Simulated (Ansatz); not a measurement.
**What a change does: single-point calculation on PtS2**

System: PtS2 (slab, 6 atoms in the cell).
Method of run 1: DFT, revPBE, dispersion d3bj, plane waves, PAW, PAW set soft_1, no spin polarisation (Ansatz 0.2.0).

The structure derives from an entry of the Crystallography Open Database. Text and figures count atoms from 1; the logs count them from 0 in places.

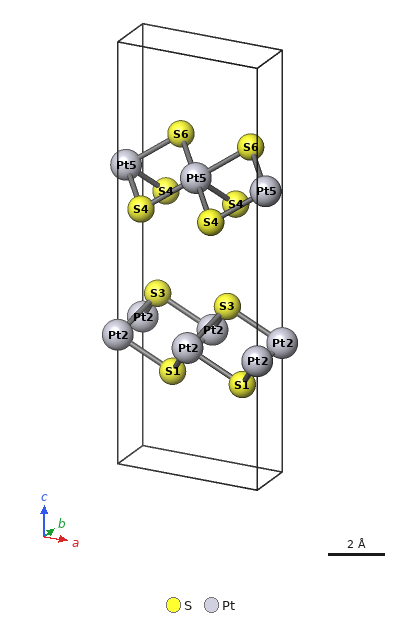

**Figure 1.** The structure (ball-and-stick view of the 2 × 1 repeat of the cell, with the vacuum cut short, seen slightly off an axis; atoms are numbered from 1 in the order of the input). An atom can appear more than once, as a periodic image. Near neighbours in the periodic cell (some may lie outside the picture): S has 3 Pt at 2.39 Å; Pt has 6 S at 2.39 Å.

## The input, run 1
```yaml
crystal:
  lattice:
    - [3.5415278079, 0.0, 0.0]
    - [-1.7707639039, 3.0670530498, 0.0]
    - [0.0, 0.0, 22.4670615492]
  atoms:
    - { symbol: S, position: [0.6666666667, 0.3333333333, 0.2002932155] }
    - { symbol: Pt, position: [0.0, 0.0, 0.2555637004] }
    - { symbol: S, position: [0.3333333333, 0.6666666667, 0.3108341854] }
    - { symbol: S, position: [0.3333333333, 1.0, 0.4683981816] }
    - { symbol: Pt, position: [1.0, 1.3333333333, 0.5236686665] }
    - { symbol: S, position: [0.6666666667, 0.6666666667, 0.5789391515] }
kpoints:
  mp_grid: { grid: [9, 9, 1] }
hamiltonian:
  xc: revpbe
  pseudopotentials: { kind: paw, azcp: { folder: soft_1 } }
  dispersion: d3bj
scf:
  occupations: { method: gaussian, width: 0.05 }
output:
  forces: true
  eigenvalues: true
efield:
  axis: 3
  dipole_correction: true
  ramp_width: 0.04
```

Launched with:
```bash
ansatz run input.yaml --threads 1 --pin off --max-ram 3072MiB --backend cpu --events-out ev --progress --plain --runs-dir out
```

Hardware: 1 thread of Arm Neoverse V2, 24 GiB of memory available, shared host.

## Output, shortened to warnings, some set-up lines, iterations and results (run 1)
```
Basis set: ecut = 420 eV, 4713 PW (Γ), exchange–correlation on 48×48×320 points (8 copies of the dense FFT grid, shifted against one another)
Symmetry: 1 space group operations
k-points: 41 of 81 (time reversal used)
Initial density: superposition of atomic densities (neutral atoms: chi_scale 0, normalization atom)
[...]
SCF iter   1: F=—  HF=-28695.910275 eV  |F-HF|=—  |Δ(HF+E_count)|=         —  Δρ=6.88e-2  dr2=1.41e1  ethr=3.10e-3  p=-0.000 e·Å  D=-2.98e-6 V/Å  ΔV_dip=0.00 eV  …
SCF iter   2: F=—  HF=-28693.770671 eV  |F-HF|=—  |Δ(HF+E_count)|=    2.14e0  Δρ=2.69e-2  dr2=2.38e0  ethr=3.10e-3  p=0.000 e·Å  D=3.98e-5 V/Å  ΔV_dip=-0.00 eV  …
SCF iter   3: F=—  HF=-28693.350996 eV  |F-HF|=—  |Δ(HF+E_count)|=   4.20e-1  Δρ=1.31e-2  dr2=1.62e-1  ethr=3.10e-3  p=-0.000 e·Å  D=-1.08e-5 V/Å  ΔV_dip=0.00 eV  …
SCF iter   4: F=—  HF=-28693.348448 eV  |F-HF|=—  |Δ(HF+E_count)|=   2.55e-3  Δρ=1.13e-3  dr2=4.57e-3  ethr=2.70e-4  p=0.000 e·Å  D=9.47e-5 V/Å  ΔV_dip=-0.00 eV  …
SCF iter   5: F=—  HF=-28693.349839 eV  |F-HF|=—  |Δ(HF+E_count)|=   1.39e-3  Δρ=3.98e-4  dr2=5.76e-4  ethr=7.61e-6  p=-0.000 e·Å  D=-1.91e-4 V/Å  ΔV_dip=0.00 eV  …
SCF iter   6: F=—  HF=-28693.350674 eV  |F-HF|=—  |Δ(HF+E_count)|=   8.35e-4  Δρ=3.41e-4  dr2=1.85e-3  ethr=9.60e-7  p=0.001 e·Å  D=6.39e-4 V/Å  ΔV_dip=-0.01 eV  …
SCF iter   7: F=—  HF=-28693.350528 eV  |F-HF|=—  |Δ(HF+E_count)|=   1.46e-4  Δρ=1.06e-4  dr2=6.10e-5  ethr=9.60e-7  p=-0.000 e·Å  D=-5.68e-5 V/Å  ΔV_dip=0.00 eV  …
SCF iter   8: F=—  HF=-28693.350573 eV  |F-HF|=—  |Δ(HF+E_count)|=   4.56e-5  Δρ=2.87e-5  dr2=4.09e-6  ethr=1.02e-7  p=0.000 e·Å  D=1.83e-5 V/Å  ΔV_dip=-0.00 eV  …
SCF iter   9: F=—  HF=-28693.350574 eV  |F-HF|=—  |Δ(HF+E_count)|=   1.00e-6  Δρ=1.38e-5  dr2=2.00e-6  ethr=6.82e-9  p=-0.000 e·Å  D=-6.04e-5 V/Å  ΔV_dip=0.00 eV  …
SCF iter  10: F=—  HF=-28693.350574 eV  |F-HF|=—  |Δ(HF+E_count)|=   7.27e-9  Δρ=6.22e-6  dr2=3.15e-7  ethr=3.33e-9  p=0.000 e·Å  D=2.44e-5 V/Å  ΔV_dip=-0.00 eV  …
SCF iter  11: F=-28693.350574 eV  HF=-28693.350574 eV  |F-HF|=1.40e-8  |Δ(HF+E_count)|=   7.30e-8  Δρ=2.74e-6  dr2=4.33e-8  ethr=1.67e-10  p=0.000 e·Å  D=4.31e-6 V/Å  …
SCF 1 converged in 11 iterations: F = -28693.350574 eV  dr2 = 4.33e-8
SCF converged after 11 iterations
Free energy (F): -28693.350574 eV
Harris-Foulkes:  -28693.350574 eV  (|F-HF|=1.40e-8)
Internal energy: -28693.350574 eV  (E = F + TS)
E sigma→0 (E₀):  -28693.350574 eV
Fermi energy:    2.102419 eV
Dipole field:    D = -0.000086 V/Å  (p = -0.000116 e·Å, saw-weighted, corrected)
Work function:   Φ+ = 5.2857 eV   Φ− = 5.2838 eV
Levels:          The Fermi level and band energies are counted from a zero that moves with the ramp; work functions are not
--- Per-component energies (eV) ---
  E_band       = -1167.133082
  E_kinetic    = 1611.012815
  E_local      = -37026.580696  (includes V_loc(G=0)·N_el)
  E_nonlocal   = 541.036303
  E_hartree    = 17624.626229
  E_xc         = -819.836429
  E_vxc        = -871.519814  (∫ρ·V_xc dr)
  E_paw        = -21429.481548  (= ΣΔE_a)
  E_vpaw       = -670.338204  (= ΣTr[D̂ρ^β])
  E_aug_tail   = 0.002216  (compensation charges beyond the density's cutoff)
  E_efield     = 0.000000  (sawtooth field / dipole correction)
  E_vefield    = 0.000000  (∫n·V_field dr)
  E_ewald      = 10809.788690
  E_disp       = -3.754090  (pairwise vdW)
  E_core_change = -0.164063  (= ΣΔE_core)
  E_smearing   = -0.000000  (= −TS)
  E_closure    = 0.000000  (closes the sum)
  Σ components = -28693.350574   (vs F -28693.350574, Δ=0.00e0)
--- Forces (eV/Å), atoms counted from 1 ---
  atom   1  S      0.00183184    -0.00999890    -0.03992458
  atom   2  Pt     0.00007133     0.01367269     0.10322631
  atom   3  S      0.01418325    -0.03153333     0.11775726
  atom   4  S     -0.02021705     0.02804964    -0.11771346
  atom   5  Pt     0.01187693    -0.00677486    -0.10329365
  atom   6  S     -0.00774349     0.00658606     0.03991081
  max |Σ_I F_I| component: 3.73e-5 eV/Å
```

For run 2 the input was changed thus:
```diff
+basis:
+  ecutwfc: 420
-  xc: revpbe
+  xc: pbe
```

How does run 2 compare with run 1?

The total energies belong to different methods, so their difference says nothing on which is more stable or more accurate. The gap on the mesh goes from 1.52 to 1.47 eV. The largest force goes from 0.123 to 0.063 eV/Å. The functional changes from revPBE to PBE. The number of SCF iterations is the same.

## Output, shortened to warnings, some set-up lines, iterations and results (run 2)
```
Basis set: ecut = 420 eV, 4713 PW (Γ), exchange–correlation on 48×48×320 points (8 copies of the dense FFT grid, shifted against one another)
Symmetry: 1 space group operations
k-points: 41 of 81 (time reversal used)
Initial density: superposition of atomic densities (neutral atoms: chi_scale 0, normalization atom)
[...]
SCF iter   1: F=—  HF=-28664.408107 eV  |F-HF|=—  |Δ(HF+E_count)|=         —  Δρ=6.93e-2  dr2=1.44e1  ethr=3.10e-3  p=-0.000 e·Å  D=-2.98e-6 V/Å  ΔV_dip=0.00 eV  …
SCF iter   2: F=—  HF=-28662.191987 eV  |F-HF|=—  |Δ(HF+E_count)|=    2.22e0  Δρ=2.71e-2  dr2=2.47e0  ethr=3.10e-3  p=0.000 e·Å  D=4.88e-5 V/Å  ΔV_dip=-0.00 eV  …
SCF iter   3: F=—  HF=-28661.749784 eV  |F-HF|=—  |Δ(HF+E_count)|=   4.42e-1  Δρ=1.30e-2  dr2=1.55e-1  ethr=3.10e-3  p=-0.000 e·Å  D=-8.79e-6 V/Å  ΔV_dip=0.00 eV  …
SCF iter   4: F=—  HF=-28661.740233 eV  |F-HF|=—  |Δ(HF+E_count)|=   9.55e-3  Δρ=1.15e-3  dr2=5.23e-3  ethr=2.59e-4  p=0.000 e·Å  D=1.13e-4 V/Å  ΔV_dip=-0.00 eV  …
SCF iter   5: F=—  HF=-28661.740523 eV  |F-HF|=—  |Δ(HF+E_count)|=   2.89e-4  Δρ=3.82e-4  dr2=7.42e-4  ethr=8.71e-6  p=-0.000 e·Å  D=-2.15e-4 V/Å  ΔV_dip=0.00 eV  …
SCF iter   6: F=—  HF=-28661.741007 eV  |F-HF|=—  |Δ(HF+E_count)|=   4.84e-4  Δρ=3.77e-4  dr2=2.29e-3  ethr=1.24e-6  p=0.001 e·Å  D=5.03e-4 V/Å  ΔV_dip=-0.01 eV  …
SCF iter   7: F=—  HF=-28661.740849 eV  |F-HF|=—  |Δ(HF+E_count)|=   1.58e-4  Δρ=9.44e-5  dr2=5.00e-5  ethr=1.24e-6  p=-0.000 e·Å  D=-3.35e-5 V/Å  ΔV_dip=0.00 eV  …
SCF iter   8: F=—  HF=-28661.740889 eV  |F-HF|=—  |Δ(HF+E_count)|=   4.00e-5  Δρ=2.39e-5  dr2=2.80e-6  ethr=8.34e-8  p=0.000 e·Å  D=2.93e-5 V/Å  ΔV_dip=-0.00 eV  …
SCF iter   9: F=—  HF=-28661.740890 eV  |F-HF|=—  |Δ(HF+E_count)|=   5.09e-7  Δρ=1.45e-5  dr2=2.47e-6  ethr=4.67e-9  p=-0.000 e·Å  D=-7.41e-5 V/Å  ΔV_dip=0.00 eV  …
SCF iter  10: F=—  HF=-28661.740890 eV  |F-HF|=—  |Δ(HF+E_count)|=   1.82e-7  Δρ=4.63e-6  dr2=1.46e-7  ethr=4.12e-9  p=0.000 e·Å  D=1.48e-5 V/Å  ΔV_dip=-0.00 eV  …
SCF iter  11: F=-28661.740890 eV  HF=-28661.740890 eV  |F-HF|=5.42e-9  |Δ(HF+E_count)|=   2.40e-8  Δρ=1.65e-6  dr2=1.53e-8  ethr=1.67e-10  p=0.000 e·Å  D=2.02e-6 V/Å  …
SCF 1 converged in 11 iterations: F = -28661.740890 eV  dr2 = 1.53e-8
SCF converged after 11 iterations
Free energy (F): -28661.740890 eV
Harris-Foulkes:  -28661.740890 eV  (|F-HF|=5.42e-9)
Internal energy: -28661.740890 eV  (E = F + TS)
E sigma→0 (E₀):  -28661.740890 eV
Fermi energy:    2.008271 eV
Dipole field:    D = -0.000054 V/Å  (p = -0.000073 e·Å, saw-weighted, corrected)
Work function:   Φ+ = 5.3887 eV   Φ− = 5.3875 eV
Levels:          The Fermi level and band energies are counted from a zero that moves with the ramp; work functions are not
--- Per-component energies (eV) ---
  E_band       = -1172.040762
  E_kinetic    = 1610.885194
  E_local      = -37027.168250  (includes V_loc(G=0)·N_el)
  E_nonlocal   = 543.660725
  E_hartree    = 17622.435694
  E_xc         = -818.692843
  E_vxc        = -871.496093  (∫ρ·V_xc dr)
  E_paw        = -21400.777237  (= ΣΔE_a)
  E_vpaw       = -672.789808  (= ΣTr[D̂ρ^β])
  E_aug_tail   = 0.002207  (compensation charges beyond the density's cutoff)
  E_efield     = 0.000000  (sawtooth field / dipole correction)
  E_vefield    = 0.000000  (∫n·V_field dr)
  E_ewald      = 10809.788690
  E_disp       = -1.875070  (pairwise vdW)
  E_smearing   = -0.000000  (= −TS)
  E_closure    = -0.000000  (closes the sum)
  Σ components = -28661.740890   (vs F -28661.740890, Δ=0.00e0)
--- Forces (eV/Å), atoms counted from 1 ---
  atom   1  S      0.00180590    -0.01029601     0.00128414
  atom   2  Pt     0.00004477     0.01413001     0.06096398
  atom   3  S      0.01249972    -0.02868827     0.03819712
  atom   4  S     -0.01859479     0.02516885    -0.03821032
  atom   5  Pt     0.01225976    -0.00702658    -0.06100949
  atom   6  S     -0.00801406     0.00671230    -0.00126222
  max |Σ_I F_I| component: 3.68e-5 eV/Å
```

## The two runs side by side

```tsv
quantity	run 1	run 2
outcome	converged	converged
free energy per atom (eV)	−4782.2251	−4776.9568
gap on the mesh (eV)	1.52	1.47
largest force (eV/Å)	0.123	0.063
SCF iterations	11	11
irreducible k-points	41	41
plane waves at Γ	4713	4713
work function (eV)	–	5.39
wall time (shared host)	41 s	45 s
```

For both runs: Spin–orbit coupling is left out, which matters for Pt.
